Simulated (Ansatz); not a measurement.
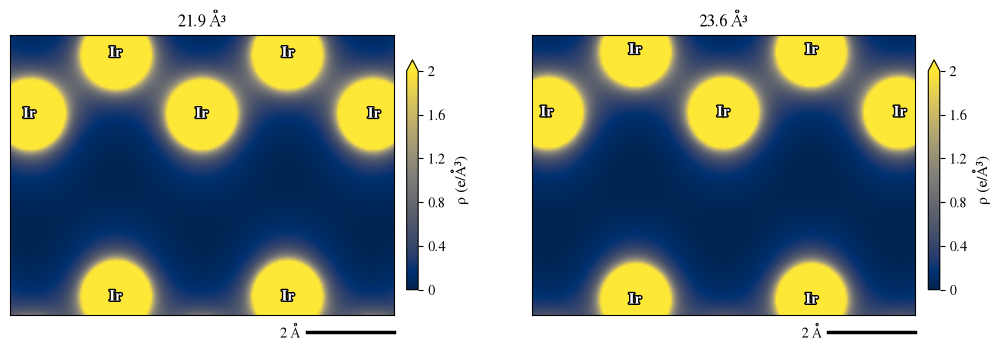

Ir. The valence charge density (pseudo) of cells scaled evenly to different volumes (given per atom above each panel), on the (11̄0) plane of each (indices in the axes of the cell below), at one length scale and on one colour scale.

A generated structure, not necessarily the stable one; the program warned that a starting moment wasn't kept; spin-polarised, but the moments vanished.

These are results of DFT, m-r2SCAN, plane waves (500 eV) with PAW, scalar-relativistic in Ansatz, not measurements.

The largest cell:

```yaml
crystal:
  lattice:
    - [0.00000, 2.86945, 2.86945]
    - [2.86945, 0.00000, 2.86945]
    - [2.86945, 2.86945, 0.00000]
  atoms:
    - { symbol: Ir, position: [0.12500, 0.12500, 0.12500] }
    - { symbol: Ir, position: [0.87500, 0.87500, 0.87500] }
```

| volume (Å³/atom) | Ir–Ir contact in the plane (Å) | ρ at its midpoint (e/Å³) | pressure (GPa) | 
| --- | --- | --- | --- |
| 21.94 | 2.424 | 0.791 | −7.4 | 
| 22.78 | 2.455 | ? | ? | 
| 23.63 | 2.485 | 0.710 | −17.5 | 

What values belong in the row with question marks?

Over the known rows ln ρ falls by 1.77 per Å of Ir–Ir distance (the line through the two), which gives 0.749 e/Å³ at 2.455 Å; the calculation gives 0.749 e/Å³. For the pressure, a straight line in volume between the neighbouring rows gives −12.4 GPa; the calculation gives −13.1, lower because pressure rises ever faster on compression.
